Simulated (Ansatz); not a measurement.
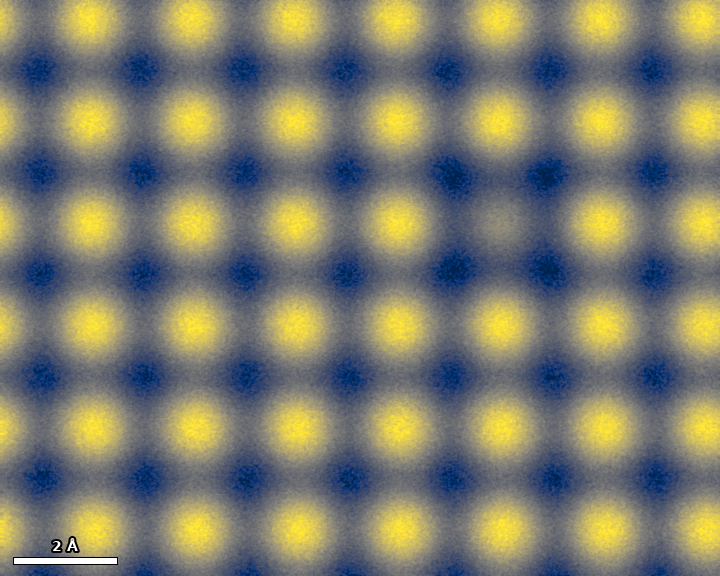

HAADF-like image of Co (Im-3m, No. 229) along [001]. Simulated incoherent Z contrast: every atom adds Z^1.7 spread by a probe of 1.25 Å full width; channelling and multiple scattering are left out. The display is stretched by a gamma of 0.65; percentages refer to the linear signal. Shot noise and a slight drift were added.

The sample is 2 repeats (5.6 Å) thick. One point defect was put into the perfect crystal, without relaxing the atoms around it. Brightness is counted from the darkest point of the image. Host structure: the input geometry of an electronic-structure calculation (not necessarily at equilibrium); the starting structure was generated, so it need not be a known form of this composition.

Question: Where is the defect (in Å from the left and the top edge), and what does its contrast suggest?

Answer: At about 10 Å from the left and 4 Å from the top. The column is dimmer, which points to a vacancy or a lighter atom. The column holds 2 atoms (Co) through the sample, and one Co atom is missing, so its peak drops to about 45 % of that of its equals.
